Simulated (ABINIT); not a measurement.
## Run report: GaP, G0W0 calculation (part 4 of 4)

The same run, continued: GaP (F-43m, 2 atoms in the cell); Kohn-Sham DFT of a periodic cell, PBE, Ansatz NC PBE, G0W0, no spin polarisation (ABINIT 10.8.3); cutoff 1088.46 eV, 6×6×6 k-mesh, fixed occupations. The structure derives from an entry of the Crystallography Open Database.

Geometry of the input (Å; fractional positions):
```
0.0000  2.7540  2.7540
2.7540  0.0000  2.7540
2.7540  2.7540  0.0000
Ga 0.0000  0.0000  0.0000
P  0.7500  0.7500  0.7500
```

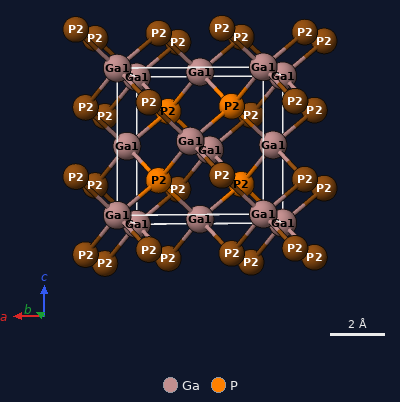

*The structure as given in the input (ball-and-stick view of the cell 4 times as large as that of the calculation, set on its symmetry axes, seen at an oblique angle; neighbours outside the cell are drawn fainter; atoms are numbered from 1 in the order of the input).*

**Output, continued**
```
--- !SelfEnergy_ee
iteration_state: {dtset: 4, }
kpoint     : [   0.333,    0.333,    0.000, ]
spin       : 1
KS_gap     :    3.932
QP_gap     :    4.710
Delta_QP_KS:    0.778
data: !SigmaeeData |
     Band     E0 <VxcDFT>   SigX SigC(E0)      Z dSigC/dE  Sig(E)    E-E0       E
        7   0.068 -12.426 -16.281   2.795   0.742  -0.347 -13.213  -0.786  -0.718
        8   2.910 -11.580 -14.398   1.680   0.770  -0.299 -12.455  -0.875   2.034
        9   2.910 -11.580 -14.398   1.680   0.770  -0.299 -12.455  -0.875   2.034
       10   6.842 -10.045  -6.357  -3.811   0.798  -0.253 -10.143  -0.098   6.744
       11   7.956 -10.039  -5.838  -4.232   0.794  -0.259 -10.063  -0.024   7.932
       12  13.095 -11.572  -6.005  -5.608   0.757  -0.322 -11.603  -0.031  13.064
       13  13.095 -11.572  -6.005  -5.608   0.757  -0.322 -11.603  -0.031  13.064
...

--- !SelfEnergy_ee
iteration_state: {dtset: 4, }
kpoint     : [   0.500,    0.333,    0.000, ]
spin       : 1
KS_gap     :    4.372
QP_gap     :    5.213
Delta_QP_KS:    0.842
data: !SigmaeeData |
     Band     E0 <VxcDFT>   SigX SigC(E0)      Z dSigC/dE  Sig(E)    E-E0       E
        7  -1.094 -12.076 -16.577   3.314   0.734  -0.362 -12.947  -0.871  -1.965
        8   1.869 -10.962 -14.154   2.003   0.765  -0.307 -11.872  -0.910   0.958
        9   2.760 -11.535 -14.452   1.750   0.768  -0.301 -12.431  -0.897   1.864
       10   7.132  -9.972  -6.100  -3.941   0.798  -0.253 -10.027  -0.055   7.077
       11   8.563 -10.466  -6.114  -4.371   0.789  -0.268 -10.481  -0.016   8.548
       12  12.884 -11.147  -5.675  -5.542   0.761  -0.313 -11.200  -0.054  12.830
...

--- !SelfEnergy_ee
iteration_state: {dtset: 4, }
kpoint     : [  -0.333,    0.333,    0.000, ]
spin       : 1
KS_gap     :    4.382
QP_gap     :    5.207
Delta_QP_KS:    0.825
data: !SigmaeeData |
     Band     E0 <VxcDFT>   SigX SigC(E0)      Z dSigC/dE  Sig(E)    E-E0       E
        7  -1.172 -11.940 -16.505   3.340   0.736  -0.359 -12.841  -0.901  -2.074
        8   1.163 -10.606 -14.137   2.304   0.761  -0.315 -11.539  -0.933   0.230
        9   3.175 -11.730 -14.431   1.584   0.771  -0.297 -12.591  -0.862   2.314
       10   7.558 -10.217  -6.187  -4.077   0.795  -0.257 -10.254  -0.037   7.521
       11  10.874 -11.300  -5.980  -5.317   0.766  -0.305 -11.298   0.002  10.875
       12  12.288 -11.032  -5.610  -5.422   0.765  -0.308 -11.032  -0.000  12.288
...

--- !SelfEnergy_ee
iteration_state: {dtset: 4, }
kpoint     : [   0.500,    0.500,    0.000, ]
spin       : 1
KS_gap     :    4.292
QP_gap     :    5.117
Delta_QP_KS:    0.825
data: !SigmaeeData |
     Band     E0 <VxcDFT>   SigX SigC(E0)      Z dSigC/dE  Sig(E)    E-E0       E
        7  -1.569 -11.892 -16.637   3.521   0.731  -0.369 -12.786  -0.895  -2.463
        8   2.466 -11.411 -14.489   1.871   0.767  -0.304 -12.336  -0.925   1.541
        9   2.466 -11.411 -14.489   1.871   0.767  -0.304 -12.336  -0.925   1.541
       10   6.758  -9.242  -5.547  -3.820   0.804  -0.244  -9.342  -0.100   6.659
       11   6.890 -10.454  -6.505  -3.948   0.795  -0.258 -10.454   0.000   6.890
       12  15.380 -11.813  -5.581  -6.502   0.726  -0.377 -12.009  -0.196  15.184
       13  15.380 -11.813  -5.581  -6.502   0.726  -0.377 -12.009  -0.196  15.184
...

--- !SelfEnergy_ee
iteration_state: {dtset: 4, }
kpoint     : [   0.500,    0.333,    0.167, ]
spin       : 1
KS_gap     :    5.534
QP_gap     :    6.380
Delta_QP_KS:    0.845
data: !SigmaeeData |
     Band     E0 <VxcDFT>   SigX SigC(E0)      Z dSigC/dE  Sig(E)    E-E0       E
        7  -0.431 -12.179 -16.336   3.020   0.740  -0.351 -13.020  -0.841  -1.272
        8   1.938 -11.011 -14.135   1.958   0.766  -0.306 -11.904  -0.893   1.045
        9   3.085 -11.565 -14.182   1.530   0.772  -0.296 -12.404  -0.839   2.245
       10   8.619 -11.191  -6.807  -4.376   0.784  -0.276 -11.185   0.006   8.625
       11   9.281 -10.639  -6.077  -4.630   0.784  -0.276 -10.692  -0.053   9.228
       12  10.260 -10.070  -5.534  -4.589   0.789  -0.268 -10.112  -0.042  10.218
...

--- !SelfEnergy_ee
iteration_state: {dtset: 4, }
kpoint     : [  -0.333,    0.333,    0.167, ]
spin       : 1
KS_gap     :    6.197
QP_gap     :    7.102
Delta_QP_KS:    0.904
data: !SigmaeeData |
     Band     E0 <VxcDFT>   SigX SigC(E0)      Z dSigC/dE  Sig(E)    E-E0       E
        7  -1.220 -11.838 -16.437   3.352   0.733  -0.364 -12.753  -0.914  -2.134
        8   1.497 -10.879 -14.215   2.150   0.762  -0.312 -11.783  -0.904   0.593
        9   2.676 -11.321 -14.142   1.689   0.770  -0.298 -12.193  -0.872   1.803
       10   8.873 -11.361  -6.787  -4.533   0.781  -0.280 -11.329   0.032   8.905
       11   9.585 -10.024  -5.589  -4.510   0.790  -0.266 -10.083  -0.060   9.525
       12  11.284 -11.009  -5.770  -5.255   0.769  -0.300 -11.021  -0.012  11.272
...

--- !SelfEnergy_ee
iteration_state: {dtset: 4, }
kpoint     : [  -0.333,    0.500,    0.167, ]
spin       : 1
KS_gap     :    6.609
QP_gap     :    7.519
Delta_QP_KS:    0.910
data: !SigmaeeData |
     Band     E0 <VxcDFT>   SigX SigC(E0)      Z dSigC/dE  Sig(E)    E-E0       E
        7  -1.428 -11.975 -16.658   3.436   0.731  -0.369 -12.886  -0.911  -2.339
        8   1.804 -11.025 -14.235   2.052   0.764  -0.309 -11.910  -0.885   0.919
        9   1.920 -10.833 -14.035   1.966   0.767  -0.304 -11.781  -0.948   0.972
       10   8.529  -9.867  -5.669  -4.246   0.794  -0.260  -9.904  -0.038   8.491
       11   8.642 -11.151  -6.665  -4.473   0.784  -0.276 -11.141   0.010   8.652
       12  12.493 -10.916  -5.429  -5.402   0.768  -0.303 -10.850   0.066  12.558
       13  12.494 -10.674  -5.429  -5.402   0.768  -0.303 -10.794  -0.120  12.374
...

 New Fermi energy :        1.999791E-01 Ha ,    5.441709E+00 eV

 === QP Band Gaps ===
  >>>> For spin  1
   Minimum direct gap =   2.0530 [eV], located at k-point      :   0.0000  0.0000  0.0000
   Fundamental gap    =   2.0530 [eV], Top of valence bands at :   0.0000  0.0000  0.0000
                                       Bottom of conduction at :   0.0000  0.0000  0.0000

== END DATASET(S) ==============================================================
================================================================================

 -outvars: echo values of variables after computation  --------
            acell      1.0000000000E+00  1.0000000000E+00  1.0000000000E+00 Bohr
           etotal1    -8.3428609706E+01
           etotal3     0.0000000000E+00
           etotal4     0.0000000000E+00
            fcart1    -0.0000000000E+00 -0.0000000000E+00 -0.0000000000E+00
                      -0.0000000000E+00 -0.0000000000E+00 -0.0000000000E+00
            fcart3     0.0000000000E+00  0.0000000000E+00  0.0000000000E+00
                       0.0000000000E+00  0.0000000000E+00  0.0000000000E+00
            fcart4     0.0000000000E+00  0.0000000000E+00  0.0000000000E+00
                       0.0000000000E+00  0.0000000000E+00  0.0000000000E+00
            rprim      0.0000000000E+00  5.2042907050E+00  5.2042907050E+00
                       5.2042907050E+00  0.0000000000E+00  5.2042907050E+00
                       5.2042907050E+00  5.2042907050E+00  0.0000000000E+00
           strten1    -8.6798577225E-08 -8.6798577225E-08 -8.6798577227E-08
                       0.0000000000E+00  0.0000000000E+00  0.0000000000E+00
           strten3     0.0000000000E+00  0.0000000000E+00  0.0000000000E+00
                       0.0000000000E+00  0.0000000000E+00  0.0000000000E+00
           strten4     0.0000000000E+00  0.0000000000E+00  0.0000000000E+00
                       0.0000000000E+00  0.0000000000E+00  0.0000000000E+00
           xangst      0.0000000000E+00  0.0000000000E+00  0.0000000000E+00
                       4.1309880572E+00  4.1309880572E+00  4.1309880572E+00
             xred      0.0000000000E+00  0.0000000000E+00  0.0000000000E+00
                       7.5000000000E-01  7.5000000000E-01  7.5000000000E-01
 Calculation completed.
```

**Key numbers**

```json
{"quantity": "outcome", "value": "converged"}
{"quantity": "space group (tolerance 0.01 Å)", "value": "F-43m (216)"}
{"quantity": "electrons treated", "value": "18"}
{"quantity": "quasiparticle gap", "value": "2.05 eV"}
{"quantity": "gap on the k-point mesh", "value": "1.56 eV"}
{"quantity": "wall time", "value": "66 min (CPU time 4.4 h)"}
{"quantity": "peak memory", "value": "3 GiB"}
```

**Notes**

The record of the run, not the program, notes: Slow version without MPI-IO support. Processors send data to master.
